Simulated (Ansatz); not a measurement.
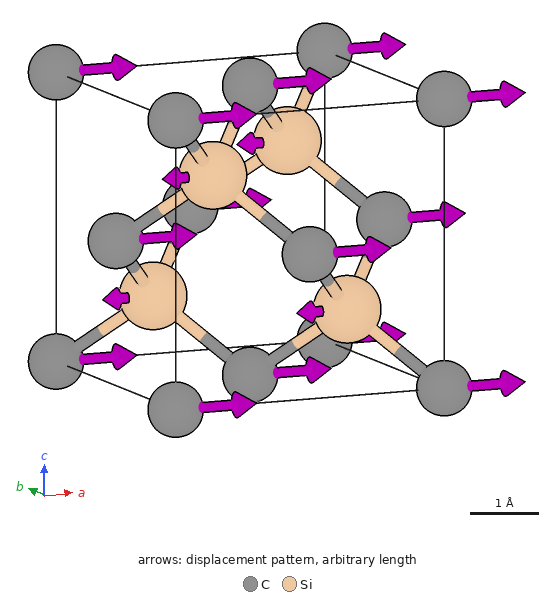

One vibrational mode of a crystal of SiC (a generated structure) at a fixed volume at the zone centre. The purple arrows are the displacements of the atoms (eigenvector over the root of the mass), of arbitrary overall length and sign. A ball-and-stick model of the conventional cell (4 times the calculation's cell), seen slightly off an axis. Lengths and directions refer to the drawn axes.

The calculation used DFT LDA, scalar-relativistic, plane waves, PAW (Ansatz).

Input
```yaml
crystal:
  lattice:
    - [0.0, 2.164, 2.164]
    - [2.164, 0.0, 2.164]
    - [2.164, 2.164, 0.0]
  atoms:
    - { symbol: C, position: [0.0, 0.0, 0.0] }
    - { symbol: Si, position: [0.25, 0.25, 0.25] }
basis:
  ecutwfc: 420
kpoints:
  mp_grid: { grid: [8, 8, 8] }
hamiltonian:
  xc: lda
scf:
  occupations: { method: fixed }
output:
  eigenvalues: true
phonons:
  method: dfpt
  dielectric: true
  rigid_motions: translations
  eigenvectors: true
```

Command:
```bash
ansatz run input.yaml --threads 4 --pin off --max-ram 12288MiB --backend cpu --events-out ev --progress --plain --runs-dir out
```

Frequencies are those without the non-analytic (LO–TO) term.

### Give the symmetry, activity and frequency of this mode.

This is the T₂ mode (triply degenerate; one member of the set is drawn) at 23.9 THz, the only optical level, infrared- and Raman-active by symmetry. The C sublattice moves against the Si sublattice, along a; the kinetic energy is shared as C 70 %, Si 30 %. Its infrared intensity is 61 (D/Å)²/amu for the set. The value is the transverse one; the longitudinal partner lies at 974 cm⁻¹.
